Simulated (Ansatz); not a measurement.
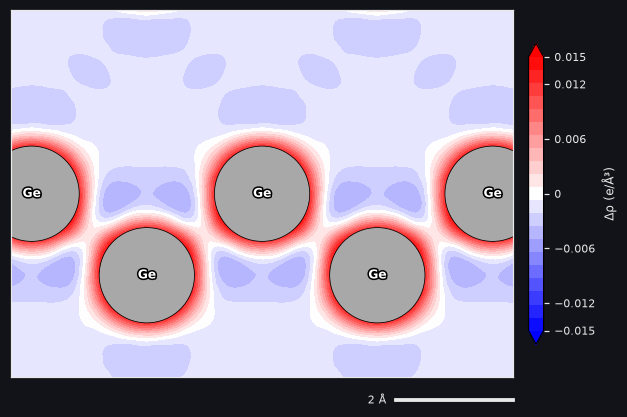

Ge. Difference of the valence pseudo-densities of two functionals at the same geometry, on the (101̄) plane of the calculation cell: one of BLYP and REVPBE less the other.

Both computed with Ansatz (plane waves, PAW), on the same k-point mesh. Grey discs cover the atomic cores.

Q: Which was subtracted from which, and what does the map show?

A: It is BLYP less REVPBE. Against REVPBE, BLYP gives more density around Ge (+0.005 e/Å³ on average at 1.0 Å from the nucleus).
